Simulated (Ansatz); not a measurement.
**Re: 6 runs along one coordinate**

System: Re (2 atoms in the cell).
Method: DFT, revPBE, plane waves (420 eV) with PAW, scalar-relativistic, no spin polarisation (Ansatz 0.2.0).

The 6 runs differ only in the geometry, by an even scaling of the cell at fixed fractional positions.

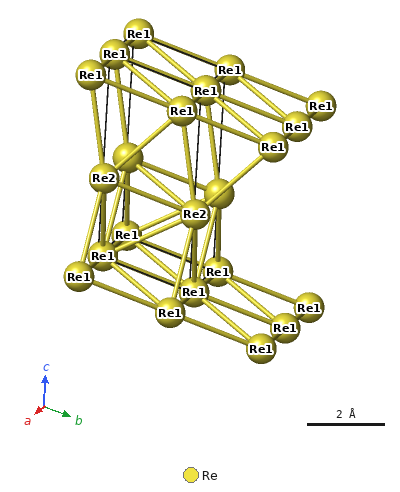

Figure 1. The structure of run 4 (ball-and-stick view of the cell of the calculation, repeated 2 × 2 × 1, seen slightly off an axis; atoms are numbered from 1 in the order of the input).

## Input of run 4
```yaml
crystal:
  lattice:
    - [-1.8709958642, 1.5373423581, 1.3714550962]
    - [1.5373423581, -1.8709958642, 1.3714550962]
    - [3.464681569, 3.464681569, -1.9825421036]
  atoms:
    - { symbol: Re, position: [0.9583649146, 0.0416350854, 0.0] }
    - { symbol: Re, position: [0.7916350854, 0.2083649146, 0.5] }
hamiltonian:
  xc: revpbe
  pseudopotentials:
    kind: paw
    azcp:
      Re: "pseudopotentials/Re.paw.azcp"
basis:
  ecutwfc: 420
  fft_grid_basis: typed
kpoints:
  mp_grid: { grid: [17, 17, 8], shift: [0, 0, 0] }
magnetization:
  spin_polarized: false
scf:
  occupations: { method: fermi_dirac, width: 0.1 }
  lower_state_search: "off"
output:
  stress: true
```

Lattice vectors (Å) and fractional positions of run 4:
```
  -1.870996    1.537342    1.371455
   1.537342   -1.870996    1.371455
   3.464682    3.464682   -1.982542
Re  0.958365  0.041635 -0.000000
Re  0.791635  0.208365  0.500000
```

Run 2 differs from it as follows:
```diff
-    - [-1.8709958642, 1.5373423581, 1.3714550962]
-    - [1.5373423581, -1.8709958642, 1.3714550962]
-    - [3.464681569, 3.464681569, -1.9825421036]
+    - [-1.8197096714, 1.4952019996, 1.3338619022]
+    - [1.4952019996, -1.8197096714, 1.3338619022]
+    - [3.3697105805, 3.3697105805, -1.9281982975]
```

## Results, with one run withheld

| run | volume per atom (Å³) | free energy per atom, from the lowest run given (meV) | pressure (GPa) |
| --- | --- | --- | --- |
| 1 | 13.260 | 304.01 | 60.29 |
| 2 | 13.863 | ? | ? |
| 3 | 14.465 | 29.11 | 15.98 |
| 4 | 15.068 | 0.00 | 0.07 |
| 5 | 15.671 | 24.64 | −12.71 |
| 6 | 16.876 | 194.63 | −31.10 |

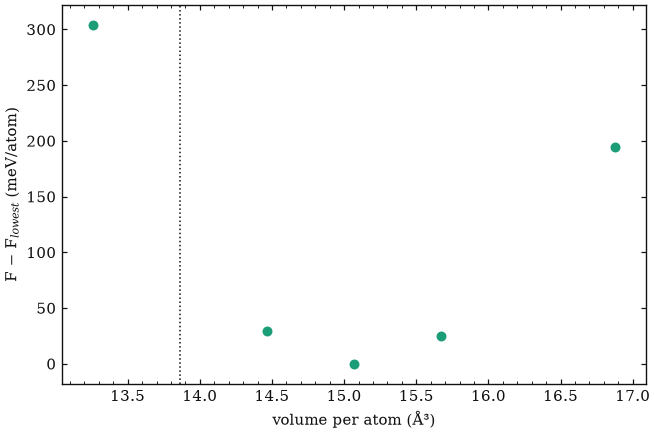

Figure 2. Free energy per atom of the runs given; the dotted line marks run 2.

Estimate the energy of run 2 from the others.

A cubic polynomial in V^(−2/3) (the Birch–Murnaghan form), fitted to the 5 runs given, misses them by at most 0.03 meV per atom. With x = V^(−2/3) − 0.16451 Å⁻², it reads F = 0.55328 + 1717.9 x + 1.4003e+06 x² + 1.9611e+06 x³ (meV per atom). At run 2 it gives 124.79 meV per atom, and the run itself gives 125.05. The slope of the fit gives a pressure −dF/dV of 35.71 GPa there, and the run prints 35.74 GPa. The fit has its minimum at 15.071 Å³ per atom, where V d²F/dV² gives 355 GPa. Cell shape and fractional positions are held, so this is the stiffness under even scaling; the relaxed bulk modulus wasn't computed.

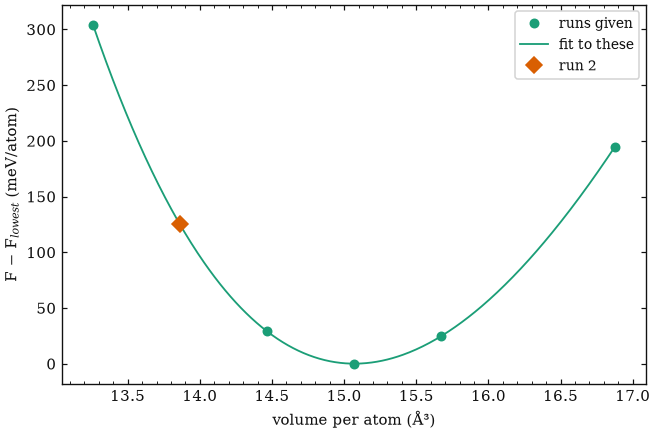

Figure 3. The fit and the withheld run.

## Output, shortened to warnings, some set-up lines, iterations and results (run 2)
```
Basis set: ecut = 420 eV, 549 PW (Γ)
Symmetry: 4 space group operations
k-points: 621 of 2312
Initial density: superposition of atomic densities (neutral atoms: chi_scale 0, normalization atom), corrected by the library's trained network
[...]
SCF iter   1: F=—  HF=-21754.338339 eV  |F-HF|=—  |Δ(HF+E_count)|=         —  Δρ=8.17e-3  dr2=6.11e-3  ethr=1.77e-3  ⟨swp⟩=5.3  Hψ=53658  notcnv=0
SCF iter   2: F=—  HF=-21754.340736 eV  |F-HF|=—  |Δ(HF+E_count)|=   2.40e-3  Δρ=4.89e-3  dr2=2.31e-3  ethr=2.04e-5  ⟨swp⟩=1.3  Hψ=17389  notcnv=0
SCF iter   3: F=—  HF=-21754.341880 eV  |F-HF|=—  |Δ(HF+E_count)|=   1.14e-3  Δρ=2.57e-4  dr2=6.12e-6  ethr=7.69e-6  ⟨swp⟩=2.1  Hψ=16324  notcnv=0
SCF iter   4: F=—  HF=-21754.341884 eV  |F-HF|=—  |Δ(HF+E_count)|=   4.08e-6  Δρ=6.37e-5  dr2=7.79e-7  ethr=2.04e-8  ⟨swp⟩=2.1  Hψ=20177  notcnv=0
SCF iter   5: F=-21754.341883 eV  HF=-21754.341883 eV  |F-HF|=4.73e-10  |Δ(HF+E_count)|=   2.72e-7  Δρ=9.45e-6  dr2=1.05e-8  ethr=2.60e-9  ⟨swp⟩=2.0  Hψ=20246  notcnv=0
SCF iter   6: F=-21754.341883 eV  HF=-21754.341883 eV  |F-HF|=1.13e-10  |Δ(HF+E_count)|=   1.85e-9  Δρ=2.29e-6  dr2=4.01e-10  ethr=3.51e-11  ⟨swp⟩=2.0  Hψ=35941  notcnv=0
SCF 1 converged in 6 iterations: F = -21754.341883 eV  dr2 = 4.01e-10
SCF converged after 6 iterations
Free energy (F): -21754.341883 eV
Harris-Foulkes:  -21754.341883 eV  (|F-HF|=1.13e-10)
Internal energy: -21754.290835 eV  (E = F + TS)
E sigma→0 (E₀):  -21754.316359 eV
Entropy (-TS):   -0.051049 eV (-25.524 meV/atom)
Fermi energy:    25.764762 eV
--- Per-component energies (eV) ---
  E_band       = -92.660293
  E_kinetic    = 1091.527607
  E_local      = -1415.116972  (includes V_loc(G=0)·N_el)
  E_nonlocal   = 95.620240
  E_hartree    = 516.994822
  E_xc         = -811.791495
  E_vxc        = -611.971154  (∫ρ·V_xc dr)
  E_paw        = -17336.275458  (= ΣΔE_a)
  E_vpaw       = -286.709585  (= ΣTr[D̂ρ^β])
  E_aug_tail   = -0.000161  (compensation charges beyond the density's cutoff)
  E_ewald      = -3895.222822
  E_core_change = -0.026596  (= ΣΔE_core)
  E_smearing   = -0.051049  (= −TS)
  E_closure    = 0.000000  (closes the sum)
  Σ components = -21754.341883   (vs F -21754.341883, Δ=0.00e0)
--- Stress (GPa, compression-positive) ---
       35.835401       0.082025       0.050541
        0.082025      35.835401       0.050541
        0.050541       0.050541      35.552177
  P = ⅓ Tr σ = 35.7410 GPa (357.410 kbar)
```

Notes: Spin–orbit coupling is left out, which matters for Re.
